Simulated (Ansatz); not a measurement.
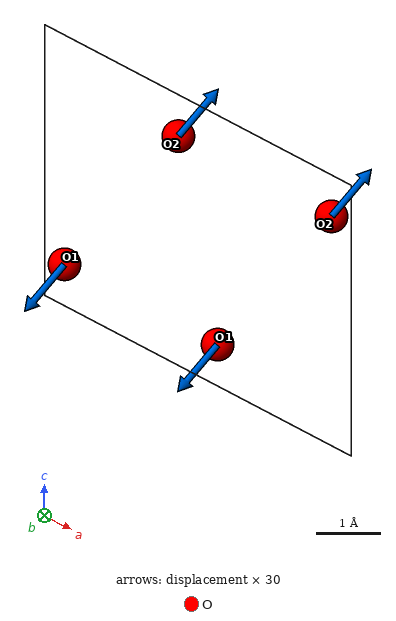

This is a relaxation of solid O (built on the database_12 type) (coarse preliminary run). The starting structure is drawn; blue arrows show the displacements (the part carried along by the change of the cell is left out), 30 times their true length.

A ball-and-stick model of the conventional cell (2 times the calculation's cell), seen along the b axis. Lengths and directions refer to the drawn axes.

Case: structure reported for this formula (C2/m, No. 12).

All numbers below come from DFT PBEsol, scalar-relativistic, plane waves, PAW in Ansatz. Settings: plane-wave cutoff 420 eV; k-point mesh 6 × 6 × 4; occupations gaussian; smearing width 0.1 eV; no spin polarisation; cell and atoms relaxed; force threshold 0.04 eV/Å; at most 70 steps.

Q: What did the optimiser do to the structure, and how much energy did it gain?

A: The largest moves relative to the cell, 0.033 Å, are those of O1 and O2. O2 goes along [2 0 3]. Cell: a 5.403 → 3.292 Å (−39.1 %), b 3.429 → 3.280 Å (−4.4 %), c 4.232 → 4.358 Å (+3.0 %), β 117.7° → 107.8°. Volume −35.5 %. Near-neighbour distances that change, for instance: O1–O2 1.150 → 1.205 Å. The space group stays C2/m (No. 12). Over 15 accepted moves (20 points after the start) the energy falls by 449 meV per atom. The largest force component goes from 5.1 to 0.021 eV/Å. Pressure: 5.77 GPa at the start and 0.09 GPa at the end. The line search rejected the trial steps at points 2, 11 of the run. The SCF was repeated 3 times at an unchanged geometry on a basis and grid sized afresh for the cell, which shifted the energy by 2.9 meV per atom at most.

Limits of the set-up: the k-point mesh is coarse for a cell with partly filled bands.
